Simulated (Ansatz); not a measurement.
## Single-point calculation of InAs (part 1 of 2)

InAs (slab, 16 atoms in the cell), computed with DFT PBE+D3(BJ), scalar-relativistic, plane waves, PAW, no spin polarisation (Ansatz 0.2.0).

The structure derives from an entry of the Crystallography Open Database. It belongs to a series of runs on one base structure; here: the slab at its places in the relaxed adsorbed structure. Figures and captions count atoms from 1; the log counts them from 0 in places.

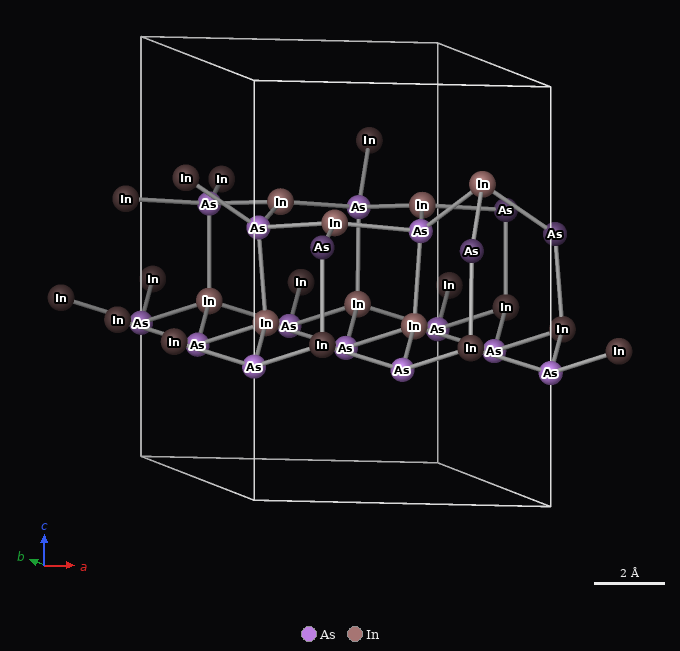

The structure as given in the input (ball-and-stick view of the cell of the calculation, with the vacuum cut short, seen slightly off an axis; neighbours outside the cell are drawn fainter). An atom can appear more than once, as a periodic image. Near neighbours in the periodic cell (some may lie outside the picture): As has 3 In at 2.65 Å; In has 4 As at 2.65 to 2.85 Å; As has 4 In at 2.60 to 2.85 Å; In has 3 As at 2.60 to 2.77 Å.

### The input
```yaml
crystal:
  lattice:
    - [8.6438581911, 0.0, 0.0]
    - [-4.3219290956, 7.4858007802, 0.0]
    - [0.0, 0.0, 23.1028504119]
  atoms:
    - { symbol: As, position: [0.5, 0.0, 0.3462776176] }
    - { symbol: As, position: [0.5, 0.5, 0.3462776176] }
    - { symbol: As, position: [0.0, 0.0, 0.3462776176] }
    - { symbol: As, position: [0.0, 0.5, 0.3462776176] }
    - { symbol: In, position: [0.1666666667, 0.8333333333, 0.3844638183] }
    - { symbol: In, position: [0.1666666667, 0.3333333333, 0.3844638183] }
    - { symbol: In, position: [0.6666666667, 0.8333333333, 0.3844638183] }
    - { symbol: In, position: [0.6666666667, 0.3333333333, 0.3844638183] }
    - { symbol: As, position: [0.6821369404, 0.8639146172, 0.5056858623] }
    - { symbol: As, position: [0.6825115364, 0.3169029448, 0.5057357111] }
    - { symbol: As, position: [0.1665411663, 0.8333840136, 0.5076832724] }
    - { symbol: As, position: [0.135974031, 0.3181414361, 0.5057117112] }
    - { symbol: In, position: [0.3406691514, 0.6596845844, 0.5212011738] }
    - { symbol: In, position: [0.3412057156, 0.1817187676, 0.5208464161] }
    - { symbol: In, position: [0.8181553329, 0.6582395472, 0.5207343646] }
    - { symbol: In, position: [0.83344352, 0.1663591747, 0.5746320648] }
basis:
  ecutwfc: 420
kpoints:
  mp_grid: { grid: [3, 3, 1] }
hamiltonian:
  xc: pbe
  dispersion: d3bj
scf:
  occupations: { method: gaussian, width: 0.1 }
output:
  forces: true
  eigenvalues: true
  write_density: true
  volumetric_format: npy
efield:
  axis: 3
  dipole_correction: true
  ramp_width: 0.04
```

Run on 4 threads of Arm Neoverse V1, 24 GiB of memory available, shared host.

Launch command:
```bash
ansatz run input.yaml --threads 4 --pin off --max-ram 10240MiB --backend cpu --events-out ev --progress --plain --runs-dir out
```

### Log
```
Engine: ansatz 0.2.0, aarch64-unknown-linux-gnu
Pseudopotentials: kind: paw
Pseudopotential: As, paw, valence charge 15, recommended cutoff 420 eV (normal), As.paw.azcp
Pseudopotential: In, paw, valence charge 13, recommended cutoff 420 eV (normal), In.paw.azcp
Functional definition: PBE
  parameter kappa = 0.804
  parameter beta = 0.06672455060314922
  exchange = pbe_x(kappa = kappa, mu = beta*pi^2/3)
  correlation = pbe_c(beta = beta)
Crystal: 16 atoms, lattice volume = 1494.898 Å³
Basis set: ecut = 420 eV, 29123 PW (Γ), exchange–correlation on 120×120×320 points (8 copies of the dense FFT grid, shifted against one another)
Bands: 135, of which v1, the nominal top of the filled ones, is band 112 counted from 1 (111 counted from 0)
Symmetry: 1 space group operations
Space group: P1 (ITA 1), of the structure as read, at distance tolerance 1.1e-4 Å
k-points: 5 of 9 (time reversal used)
Non-local potential: As, projectors of the file, l = 0: 2, l = 1: 2, l = 2: 3, l = 3: 1
Non-local potential: In, projectors of the file, l = 0: 2, l = 1: 2, l = 2: 2, l = 3: 2
PAW form: soft (Blöchl's): semilocal exchange-correlation on the pseudo side does not see the compensation charge
PAW one-centre angular grid: As, 590 points (default); XC on 64 Gauss nodes
PAW one-centre angular grid: In, 590 points (default); XC on 64 Gauss nodes
Initial density: superposition of atomic densities (neutral atoms: chi_scale 0, normalization atom), corrected by the library's trained network
Initial wavefunctions: pseudopotential atomic-orbital guess
Functional: x = pbe(κ = 0.804, μ = 0.2195149727645171), c = pbe(β = 0.06672455060314922)
SCF iter   1: F=—  HF=-83633.749881 eV  |F-HF|=—  |Δ(HF+E_count)|=         —  Δρ=2.64e-3  dr2=1.14e0  ethr=1.77e-3  p=0.454 e·Å  D=5.50e-2 V/Å  ΔV_dip=-1.27 eV  dr2_dipole=3.60e-1  V_vac-E_F(+/−)=4.07/5.34 eV  ⟨swp⟩=6.2  Hψ=2749  notcnv=0  defer=14
efield: sawtooth ramp at fractional position 0.9405 (placed from the atoms, in the widest stretch of the axis that holds none; the zero of the levels goes with the place), width 0.0400; the density the first Hamiltonian is built on has a dipole p = 0.454 e·Å; the dipole correction subtracts the counter field D = 5.50e-2 V/Å, which shifts the + side's vacuum level by -1.27 eV against the − side's; the planar-averaged density in the ramp window peaks in size at 2.4e-6 e/Å³
preconditioner: auto → LDOS  [insulator: Δε(μ)=0.331 eV  Ē_g=13.092 eV  σ=0.100 eV  W_gap=0.58  n_scr=188 (ndim 8)  ℏωp=11.5 eV  f_vac=0.655  D(μ)=7.97/eV (n_scr^D=24)  ε∞_Penn≈1.8  β→1.0]
SCF iter   2: F=—  HF=-83633.677209 eV  |F-HF|=—  |Δ(HF+E_count)|=   7.27e-2  Δρ=1.47e-3  dr2=1.40e-1  ethr=5.10e-4  p=0.586 e·Å  D=7.09e-2 V/Å  ΔV_dip=-1.64 eV  dr2_dipole=2.16e-2  V_vac-E_F(+/−)=3.88/5.52 eV  ⟨swp⟩=2.0  Hψ=811  notcnv=0  defer=79
SCF iter   3: F=—  HF=-83633.677697 eV  |F-HF|=—  |Δ(HF+E_count)|=   4.88e-4  Δρ=1.44e-3  dr2=1.53e-1  ethr=6.27e-5  p=0.579 e·Å  D=7.01e-2 V/Å  ΔV_dip=-1.62 eV  dr2_dipole=3.49e-2  V_vac-E_F(+/−)=3.93/5.55 eV  ⟨swp⟩=2.0  Hψ=992  notcnv=0  defer=79
SCF iter   4: F=—  HF=-83633.658181 eV  |F-HF|=—  |Δ(HF+E_count)|=   1.95e-2  Δρ=5.48e-4  dr2=2.38e-2  ethr=6.27e-5  p=0.613 e·Å  D=7.41e-2 V/Å  ΔV_dip=-1.71 eV  dr2_dipole=3.39e-3  V_vac-E_F(+/−)=3.86/5.58 eV  ⟨swp⟩=2.0  Hψ=979  notcnv=0  defer=79
SCF iter   5: F=—  HF=-83633.655232 eV  |F-HF|=—  |Δ(HF+E_count)|=   2.95e-3  Δρ=2.96e-4  dr2=5.08e-3  ethr=1.06e-5  p=0.620 e·Å  D=7.51e-2 V/Å  ΔV_dip=-1.73 eV  dr2_dipole=1.03e-4  V_vac-E_F(+/−)=3.86/5.59 eV  ⟨swp⟩=2.0  Hψ=713  notcnv=0  defer=79
SCF iter   6: F=—  HF=-83633.654537 eV  |F-HF|=—  |Δ(HF+E_count)|=   6.95e-4  Δρ=1.46e-4  dr2=9.83e-4  ethr=2.27e-6  p=0.621 e·Å  D=7.52e-2 V/Å  ΔV_dip=-1.74 eV  dr2_dipole=5.58e-6  V_vac-E_F(+/−)=3.85/5.59 eV  ⟨swp⟩=2.0  Hψ=882  notcnv=0  defer=79
SCF iter   7: F=—  HF=-83633.654418 eV  |F-HF|=—  |Δ(HF+E_count)|=   1.19e-4  Δρ=7.29e-5  dr2=2.73e-4  ethr=4.39e-7  p=0.621 e·Å  D=7.51e-2 V/Å  ΔV_dip=-1.74 eV  dr2_dipole=4.30e-6  V_vac-E_F(+/−)=3.85/5.59 eV  ⟨swp⟩=2.0  Hψ=954  notcnv=0  defer=79
SCF iter   8: F=—  HF=-83633.654392 eV  |F-HF|=—  |Δ(HF+E_count)|=   2.53e-5  Δρ=3.45e-5  dr2=6.18e-5  ethr=1.22e-7  p=0.621 e·Å  D=7.52e-2 V/Å  ΔV_dip=-1.74 eV  dr2_dipole=1.38e-6  V_vac-E_F(+/−)=3.85/5.58 eV  ⟨swp⟩=2.0  Hψ=958  notcnv=0  defer=79
SCF iter   9: F=—  HF=-83633.654489 eV  |F-HF|=—  |Δ(HF+E_count)|=   9.62e-5  Δρ=1.65e-5  dr2=1.33e-5  ethr=2.76e-8  p=0.622 e·Å  D=7.53e-2 V/Å  ΔV_dip=-1.74 eV  dr2_dipole=5.29e-7  V_vac-E_F(+/−)=3.85/5.58 eV  ⟨swp⟩=2.0  Hψ=1037  notcnv=0  defer=79
SCF iter  10: F=—  HF=-83633.654487 eV  |F-HF|=—  |Δ(HF+E_count)|=   1.38e-6  Δρ=5.17e-6  dr2=9.85e-7  ethr=5.93e-9  p=0.622 e·Å  D=7.53e-2 V/Å  ΔV_dip=-1.74 eV  dr2_dipole=7.89e-9  V_vac-E_F(+/−)=3.85/5.58 eV  ⟨swp⟩=2.0  Hψ=952  notcnv=0  defer=79
SCF iter  11: F=—  HF=-83633.654488 eV  |F-HF|=—  |Δ(HF+E_count)|=   7.62e-7  Δρ=1.99e-6  dr2=1.01e-7  ethr=4.40e-10  p=0.622 e·Å  D=7.53e-2 V/Å  ΔV_dip=-1.74 eV  dr2_dipole=7.95e-9  V_vac-E_F(+/−)=3.85/5.58 eV  ⟨swp⟩=2.0  Hψ=953  notcnv=0  defer=79
SCF iter  12: F=-83633.654488 eV  HF=-83633.654488 eV  |F-HF|=3.23e-8  |Δ(HF+E_count)|=   2.73e-7  Δρ=8.46e-7  dr2=2.20e-8  ethr=4.46e-11  p=0.622 e·Å  D=7.53e-2 V/Å  ΔV_dip=-1.74 eV  dr2_dipole=6.24e-10  V_vac-E_F(+/−)=3.85/5.58 eV  ⟨swp⟩=15.4  Hψ=3308  notcnv=0
SCF 1 converged in 12 iterations: F = -83633.654488 eV  dr2 = 2.20e-8
  greatest PAW one-centre occupation: 0.999 electrons in one spin orbital (limit 2), on the As atom at site 1 (counted from 0), in its partial waves of l = 2
```

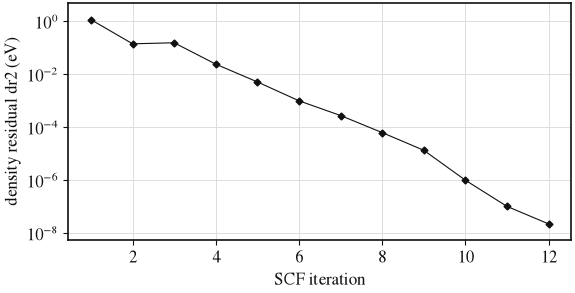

Convergence of the self-consistent field: density residual dr2 against the SCF iteration. The residual falls almost steadily, with no more than small rises.

```
SCF converged after 12 iterations
Free energy (F): -83633.654488 eV
Harris-Foulkes:  -83633.654488 eV  (|F-HF|=3.23e-8)
Internal energy: -83633.609062 eV  (E = F + TS)
E sigma→0 (E₀):  -83633.631775 eV
Entropy (-TS):   -0.045427 eV (-2.839 meV/atom)
Fermi energy:    -0.978748 eV
Dipole field:    D = 0.075296 V/Å  (p = 0.622041 e·Å, saw-weighted, corrected)
Work function:   Φ+ = 3.8454 eV   Φ− = 5.5849 eV
Levels:          The Fermi level and band energies are counted from a zero that moves with the ramp; work functions are not
--- Per-component energies (eV) ---
  E_band       = -4437.718961
  E_kinetic    = 2754.040150
  E_local      = -164732.055423  (includes V_loc(G=0)·N_el)
  E_nonlocal   = -2431.854286
  E_hartree    = 80970.302960
  E_xc         = -2349.445580
  E_vxc        = -1418.102481  (∫ρ·V_xc dr)
  E_paw        = -47912.661869  (= ΣΔE_a)
  E_vpaw       = -557.723699  (= ΣTr[D̂ρ^β])
  E_aug_tail   = 0.000271  (compensation charges beyond the density's cutoff)
  E_efield     = 0.023418  (sawtooth field / dipole correction)
  E_vefield    = 7.378096  (∫n·V_field dr)
  E_ewald      = 50071.397540
  E_disp       = -3.356242  (pairwise vdW)
  E_smearing   = -0.045427  (= −TS)
  E_closure    = -0.000000  (closes the sum)
  Σ components = -83633.654488   (vs F -83633.654488, Δ=0.00e0)
--- Forces (eV/Å), atoms counted from 1 ---
  atom   1  As    -0.03706175    -0.02171850     0.05883488
  atom   2  As     0.00257574    -0.00148723     0.17231132
  atom   3  As     0.03764283    -0.02147707     0.05875706
  atom   4  As    -0.00042169     0.04288310     0.05928897
  atom   5  In     0.00083754    -0.00006099     0.00208688
  atom   6  In    -0.10945576    -0.06262814    -0.11911837
  atom   7  In    -0.00124107     0.12642204    -0.12101998
  atom   8  In     0.10896552    -0.06332581    -0.12465979
  atom   9  As     0.00744412    -0.00538588     0.01772877
  atom  10  As    -0.01983602     0.01019693    -0.00576886
  atom  11  As    -0.00634552     0.00324101     0.00848282
  atom  12  As     0.00802027     0.00004395     0.01744280
  atom  13  In    -0.02028115     0.00566710    -0.01259247
  atom  14  In    -0.01551468    -0.03599932    -0.00207939
  atom  15  In     0.02257794     0.03512162     0.00088800
  atom  16  In     0.02209337    -0.01149272    -0.01064788
  max |Σ_I F_I| component: 6.52e-5 eV/Å
--- Band table (eV; the first three rows and the last of 5) ---
  k-point 0: bands = ["-36.3788", "-36.3751", "-36.3716", "-36.3710", "-36.3678", "-36.3672", "-36.3664", "-36.3587", "-36.3580", "-36.3572", "-36.3547", "-36.3495", "-36.3489", "-36.3469", "-36.3461", "-36.2328", "-36.2326", "-36.2030", "-36.2029", "-36.2025", "-35.4817", "-35.4816", "-35.4628", "-35.4627", "-35.4585", "-35.4441", "-35.4439", "-35.4428", "-35.4423", "-35.4421", "-35.4409", "-35.4192", "-35.4191", "-35.4177", "-35.4165", "-35.4164", "-35.4150", "-35.4109", "-35.4108", "-35.4092", "-15.9455", "-15.9178", "-15.9038", "-15.9021", "-15.8180", "-15.8175", "-15.7991", "-15.7965", "-15.7859", "-15.7843", "-15.7600", "-15.7577", "-15.7530", "-15.7498", "-15.6895", "-15.3663", "-15.3639", "-15.2826", "-15.2822", "-15.2815", "-14.9841", "-14.9837", "-14.9831", "-14.9609", "-14.8956", "-14.8950", "-14.8705", "-14.8698", "-14.8654", "-14.8561", "-14.8435", "-14.8433", "-14.8065", "-14.7995", "-14.7985", "-14.7868", "-14.7859", "-14.7608", "-14.7468", "-14.7466", "-12.3698", "-11.3772", "-11.3700", "-11.2497", "-11.2216", "-10.2539", "-10.2276", "-10.2268", "-6.8385", "-6.8344", "-6.7202", "-5.9722", "-5.9711", "-5.9357", "-5.1629", "-3.3810", "-3.2838", "-3.1582", "-3.1546", "-2.9216", "-2.9182", "-2.6684", "-1.9260", "-1.9232", "-1.9219", "-1.9043", "-1.9025", "-1.7475", "-1.5430", "-1.5422", "-0.9517", "-0.7813", "-0.7811", "-0.6395", "0.2083", "0.2222", "0.2601", "0.3844", "0.3857", "1.0140", "1.0745", "1.2686", "1.2717", "1.6093", "2.5064", "2.5492", "2.5526", "2.9478", "3.1692", "3.1765", "3.5948", "3.6007", "3.8032", "3.8893", "3.9584"]
```
